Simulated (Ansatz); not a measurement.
**Run report: PbSe, band-structure calculation (part 2 of 2)**

The same run, continued: PbSe (2 atoms in the cell); DFT, PBE0, plane waves, PAW, no spin polarisation (Ansatz 0.2.0); cutoff 420 eV, 4×4×4 k-mesh, fixed occupations. The structure was built on a prototype by a generator. The geometry comes from this level: r2SCAN.

Geometry of the input (Å; fractional positions):
```
0.0000  3.4232  3.4232
3.4232  0.0000  3.4232
3.4232  3.4232  0.0000
Pb 0.0000  0.0000  0.0000
Se 0.2500  0.2500  0.2500
```

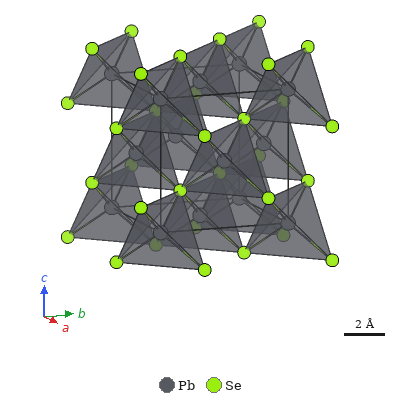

Fig. 1: The structure as given in the input (polyhedral view of the cell 4 times as large as that of the calculation, set on its symmetry axes, seen slightly off an axis; polyhedra are completed across the faces of the cell). An atom can appear more than once, as a periodic image.

## What the program printed, continued
```
SCF iter   1: F=—  HF=-17376.265877 eV  |F-HF|=—  |Δ(HF+E_count)|=         —  Δρ=2.39e-3  dr2=1.14e-2  ethr=1.77e-3  ⟨swp⟩=9.2  Hψ=652  notcnv=0
preconditioner: auto → none  [insulator: Δε(μ)=0.668 eV  Ē_g=14.779 eV  n_scr=14 (ndim 8)  ℏωp=18.5 eV  f_vac=0.210]
SCF iter   2: F=—  HF=-17376.264460 eV  |F-HF|=—  |Δ(HF+E_count)|=   1.42e-3  Δρ=1.21e-3  dr2=1.80e-3  ethr=3.79e-5  ⟨swp⟩=4.8  Hψ=427  notcnv=0  defer=3
iter 3 solved again at ethr=5.23e-7 eV; its pass at ethr=6.01e-6 eV (dr2=1.57e-4 eV) is discarded
SCF iter   3: F=—  HF=-17376.264079 eV  |F-HF|=—  |Δ(HF+E_count)|=   3.81e-4  Δρ=3.72e-4  dr2=1.56e-4  ethr=5.23e-7  ⟨swp⟩=2.5  Hψ=752  notcnv=0  defer=1
SCF iter   4: F=-17376.264246 eV  HF=-17376.264228 eV  |F-HF|=1.73e-5  |Δ(HF+E_count)|=   1.49e-4  Δρ=9.78e-5  dr2=8.91e-6  ethr=5.20e-7  ⟨swp⟩=4.2  Hψ=414  notcnv=0  defer=1
SCF 1 stopped early in 4 iterations: F = -17376.264246 eV  dr2 = 8.91e-6
  greatest PAW one-centre occupation: 1.000 electrons in one spin orbital (limit 2), on the Se atom at site 1 (counted from 0), in its partial waves of l = 2
Initial density: handed on by an earlier stage of this run
Initial wavefunctions: those handed on with the density
Functional: x = 0.75 pbe(κ = 0.804, μ = 0.2195149727645171) + 0.25 exact, c = pbe(β = 0.06672455060314922)
Frozen-core exchange: fock
SCF iter   1: F=—  HF=-17378.192842 eV  |F-HF|=—  |Δ(HF+E_count)|=         —  Δρ=4.51e-3  dr2=2.21e-2  ethr=2.97e-7  ⟨swp⟩=8.2  Hψ=899  notcnv=0
preconditioner: auto → none  [insulator: Δε(μ)=1.708 eV  Ē_g=17.299 eV  n_scr=14 (ndim 8)  ℏωp=18.5 eV  f_vac=0.220]
SCF iter   2: F=—  HF=-17378.182998 eV  |F-HF|=—  |Δ(HF+E_count)|=   9.84e-3  Δρ=2.14e-3  dr2=3.96e-3  ethr=2.97e-7  ⟨swp⟩=5.1  Hψ=685  notcnv=0
SCF iter   3: F=—  HF=-17378.191442 eV  |F-HF|=—  |Δ(HF+E_count)|=   8.44e-3  Δρ=1.26e-3  dr2=1.48e-3  ethr=2.97e-7  ⟨swp⟩=5.0  Hψ=644  notcnv=0
SCF iter   4: F=—  HF=-17378.191019 eV  |F-HF|=—  |Δ(HF+E_count)|=   4.23e-4  Δρ=3.95e-4  dr2=2.22e-4  ethr=2.97e-7  ⟨swp⟩=4.0  Hψ=512  notcnv=0
SCF iter   5: F=—  HF=-17378.191421 eV  |F-HF|=—  |Δ(HF+E_count)|=   4.02e-4  Δρ=2.29e-4  dr2=1.11e-4  ethr=2.97e-7  ⟨swp⟩=3.2  Hψ=366  notcnv=0
SCF iter   6: F=-17378.191396 eV  HF=-17378.191398 eV  |F-HF|=2.36e-6  |Δ(HF+E_count)|=   2.27e-5  Δρ=5.53e-5  dr2=4.31e-6  ethr=2.97e-7  ⟨swp⟩=3.1  Hψ=396  notcnv=0
SCF 2 stopped early in 6 iterations: F = -17378.191396 eV  dr2 = 4.31e-6
hybrid outer 1: dexx = +1.117e-2 eV, tail = 5.51e-5 eV
Frozen-core exchange: fock
SCF iter   1: F=—  HF=-17378.191483 eV  |F-HF|=—  |Δ(HF+E_count)|=         —  Δρ=6.31e-5  dr2=2.77e-6  ethr=9.18e-7  ⟨swp⟩=2.0  Hψ=336  notcnv=0
preconditioner: auto → none  [insulator: Δε(μ)=1.681 eV  Ē_g=17.290 eV  n_scr=14 (ndim 8)  ℏωp=18.5 eV  f_vac=0.227]
SCF iter   2: F=—  HF=-17378.191484 eV  |F-HF|=—  |Δ(HF+E_count)|=   1.56e-6  Δρ=3.28e-5  dr2=6.41e-7  ethr=7.84e-9  ⟨swp⟩=4.5  Hψ=590  notcnv=0
SCF iter   3: F=—  HF=-17378.191484 eV  |F-HF|=—  |Δ(HF+E_count)|=   1.15e-9  Δρ=9.34e-6  dr2=2.21e-7  ethr=2.13e-9  ⟨swp⟩=3.0  Hψ=399  notcnv=0
SCF iter   4: F=—  HF=-17378.191484 eV  |F-HF|=—  |Δ(HF+E_count)|=   6.87e-8  Δρ=3.77e-6  dr2=2.29e-8  ethr=6.29e-10  ⟨swp⟩=3.0  Hψ=353  notcnv=0
SCF iter   5: F=-17378.191484 eV  HF=-17378.191484 eV  |F-HF|=5.38e-9  |Δ(HF+E_count)|=   1.66e-9  Δρ=2.63e-6  dr2=6.33e-9  ethr=7.37e-11  ⟨swp⟩=4.0  Hψ=435  notcnv=0
SCF 3 converged in 5 iterations: F = -17378.191484 eV  dr2 = 6.33e-9
  Residual-converged pass: ⟨swp⟩=3.0  Hψ=377  notcnv=0  max |occ|·‖R‖ = 2.4e-6 eV (tolerance 2.4e-6 eV)  dr2=6.36e-9  dr2_onsite=1.67e-9  max |Δocc| = 0.0e0
hybrid outer 2: dexx = +1.143e-6 eV, tail = 3.65e-8 eV, Δε = 2.42e-3 eV (about 9.57e-5 eV left of the loop's levels)
NSCF: frozen V_eff on 8 k-points
hybrid SCF converged: 2 outer / 11 inner (+4 warm-up), last move |dexx| = 1.14e-6 eV, tail = 3.65e-8 eV
Stability not checked: this state was not tested for a lower state beside it, because the functional holds exact exchange (a hybrid, or Hartree-Fock), whose exchange loop this test does not read (fock_operator; see scf.lower_state_search)
Free energy (F): -17378.191484 eV
Frozen-core exchange: fock
Harris-Foulkes:  -17378.191484 eV  (|F-HF|=5.38e-9)
Internal energy: -17378.191484 eV  (E = F + TS)
E sigma→0 (E₀):  -17378.191484 eV
Fermi energy:    4.567224 eV
--- Per-component energies (eV) ---
  E_band       = -616.551011
  E_kinetic    = 403.904928
  E_local      = -4327.148980  (includes V_loc(G=0)·N_el)
  E_nonlocal   = -246.523021
  E_hartree    = 1990.075468
  E_xc         = -249.692184
  E_vxc        = -177.543108  (∫ρ·V_xc dr)
  E_exx        = -111.766300  (= α·E_x^exact, valence–valence)
  E_paw        = -12279.166868  (= ΣΔE_a)
  E_vpaw       = -25.861827  (= ΣTr[D̂ρ^β])
  E_aug_tail   = -0.000554  (compensation charges beyond the density's cutoff)
  E_ewald      = -2557.146472
  E_core_change = -0.727505  (= ΣΔE_core)
  E_smearing   = -0.000000  (= −TS)
  E_closure    = 0.000003  (closes the sum)
  Σ components = -17378.191484   (vs F -17378.191484, Δ=0.00e0)
--- Forces (eV/Å), atoms counted from 1 ---
  atom   1  Pb    -0.00000000     0.00000000    -0.00000000
  atom   2  Se     0.00000000    -0.00000000     0.00000000
  max |Σ_I F_I| component: 3.52e-16 eV/Å
--- Stress (GPa, compression-positive) ---
        0.089171      -0.000000      -0.000000
        0.000000       0.089171       0.000000
       -0.000000       0.000000       0.089171
  P = ⅓ Tr σ = 0.0892 GPa (0.892 kbar)
--- Band table (eV; the first three rows and the last of 8) ---
  k-point 0: bands = ["-46.2827", "-46.2827", "-46.2827", "-46.2806", "-46.2806", "-14.1424", "-14.1424", "-14.1424", "-14.1017", "-14.1017", "-9.6481", "-2.2701", "2.6186", "2.6186", "2.6186", "7.8597", "7.8597", "7.8597", "10.4608"]
  k-point 1: bands = ["-46.2827", "-46.2827", "-46.2827", "-46.2806", "-46.2806", "-14.1552", "-14.1374", "-14.1374", "-14.1015", "-14.1015", "-9.3508", "-3.2041", "2.2941", "2.2941", "2.6126", "8.0715", "8.3744", "8.3744", "12.2087"]
  k-point 2: bands = ["-46.2827", "-46.2827", "-46.2827", "-46.2806", "-46.2806", "-14.1681", "-14.1334", "-14.1334", "-14.1002", "-14.1002", "-8.9861", "-4.0745", "2.0264", "2.0264", "2.3457", "8.6783", "8.6783", "9.5331", "12.3157"]
  k-point 7: bands = ["-46.2827", "-46.2827", "-46.2827", "-46.2805", "-46.2805", "-14.1800", "-14.1292", "-14.1218", "-14.1052", "-14.0993", "-8.7239", "-4.4558", "0.9500", "1.0449", "4.5672", "7.9518", "8.5165", "10.4416", "11.7893"]
```

## File bands.tsv
```
# k_distance	band_0	band_1	band_2	band_3	band_4	band_5	band_6	band_7	band_8	band_9	band_10	band_11	band_12	band_13	band_14	band_15	band_16	band_17	band_18
# fermi_ev = 4.567224
# lock_threshold_ev = 1e-6
# [0, 0, 0] at k_distance = 0.000000
# [-0.5, -0.5, 0] at k_distance = 0.917735
# [-0.375, -0.375, 0.25] at k_distance = 1.242203
# [-0.375, 0, 0.375] at k_distance = 1.804198
# [0, 0, 0.5] at k_distance = 2.366193
# [-0.5, -0.25, 0.25] at k_distance = 3.015130
# [0.25, -0.5, -0.25] at k_distance = 4.732054
# [0, 0.5, 0.5] at k_distance = 6.624012
# levels_relative_to = fermi_ev
# free_energy_ev = -17378.191484
# largest_residual_norms_ev = 3.933e-4 4.949e-4 5.617e-4 1.676e-4 1.769e-4 1.771e-4 1.639e-4 1.798e-4 1.472e-4 2.340e-4 2.446e-4 3.598e-4 7.088e-4 7.289e-4 1.060e-3 1.324e-3 9.910e-4 1.392e-3 7.859e-4
0.000000	-50.849915	-50.849915	-50.849915	-50.847831	-50.847831	-18.709604	-18.709604	-18.709604	-18.668917	-18.668917	-14.215342	-6.837335	-1.948671	-1.948671	-1.948671	3.292432	3.292432	3.292432	5.893527
0.917735	-50.849946	-50.849935	-50.849935	-50.847762	-50.847753	-18.754725	-18.688290	-18.688290	-18.676543	-18.663470	-13.296347	-9.037831	-3.307275	-3.307275	-0.615847	1.681997	6.332714	6.332714	7.211371
1.242203	-50.849980	-50.849912	-50.849906	-50.847769	-50.847747	-18.748064	-18.693368	-18.691275	-18.673126	-18.665739	-13.316630	-8.990337	-3.772366	-3.084120	-0.418360	2.796071	5.285240	5.584513	6.969910
1.804198	-50.849980	-50.849912	-50.849906	-50.847769	-50.847747	-18.748064	-18.693368	-18.691275	-18.673126	-18.665739	-13.316630	-8.990337	-3.772366	-3.084120	-0.418360	2.796071	5.285240	5.584513	6.969910
2.366193	-50.849944	-50.849923	-50.849923	-50.847779	-50.847779	-18.735303	-18.700658	-18.700658	-18.667444	-18.667444	-13.553307	-8.641756	-2.540778	-2.540778	-2.221504	4.111079	4.111079	4.965926	7.748491
3.015130	-50.849963	-50.849929	-50.849897	-50.847753	-50.847753	-18.747218	-18.696382	-18.689011	-18.672427	-18.666557	-13.291113	-9.023046	-3.617271	-3.522277	0.000000	3.384606	3.949322	5.874332	7.222083
4.732054	-50.849963	-50.849929	-50.849897	-50.847753	-50.847753	-18.747218	-18.696382	-18.689011	-18.672427	-18.666557	-13.291113	-9.023046	-3.617271	-3.522277	0.000000	3.384606	3.949322	5.874332	7.222083
6.624012	-50.849946	-50.849935	-50.849935	-50.847762	-50.847753	-18.754725	-18.688290	-18.688290	-18.676543	-18.663470	-13.296347	-9.037831	-3.307275	-3.307275	-0.615847	1.681997	6.332714	6.332714	7.211371
```

## File rho_z.tsv
```
# z_ang	rho[e/angstrom^3]
# format = ansatz-planar-average/11
# lattice	0.000000000	3.423204138	3.423204138
# lattice	3.423204138	0.000000000	3.423204138
# lattice	3.423204138	3.423204138	0.000000000
# sites	2
# site	82	0.000000000	0.000000000	0.000000000
# site	34	1.711602069	1.711602069	1.711602069
0.000000	6.279757e-1
0.134476	6.299408e-1
0.268952	6.044345e-1
0.403428	5.701498e-1
0.537905	5.526960e-1
0.672381	5.809424e-1
0.806857	6.781266e-1
0.941333	8.359240e-1
1.075809	9.893188e-1
1.210285	1.040828e0
1.344762	9.400582e-1
1.479238	7.321899e-1
1.613714	5.110171e-1
1.748190	3.405979e-1
1.882666	2.317279e-1
2.017142	1.673351e-1
2.151619	1.286089e-1
2.286095	1.028988e-1
2.420571	8.320809e-2
2.555047	6.755688e-2
2.689523	5.597412e-2
2.823999	4.789172e-2
2.958475	4.298886e-2
3.092952	4.125290e-2
3.227428	4.271769e-2
3.361904	4.813690e-2
3.496380	5.862877e-2
3.630856	7.591472e-2
3.765332	1.029008e-1
3.899809	1.430330e-1
4.034285	1.990528e-1
4.168761	2.708786e-1
4.303237	3.546677e-1
4.437713	4.434127e-1
4.572189	5.266769e-1
4.706666	5.918954e-1
```

## Key numbers

- outcome: converged
- space group (tolerance 0.01 Å): F-43m (216)
- electrons treated: 30
- free energy: −17378.1915 eV
- Fermi energy: 4.567 eV
- gap on the k-point mesh: 1.68 eV
- pressure: 0.09 GPa
- largest force (length of the vector): under 0.001 eV/Å
- hardware: 2 threads of Arm Neoverse V1, 24 GiB of memory available, shared host
- wall time: 52 s (CPU time 1.7 min)
- peak memory: 1 GiB

The program warns: the exchange loop's threshold is looser than advised for the stress; the SCF threshold is looser than advised for the printed stress. Spin–orbit coupling is left out, which matters for Pb.
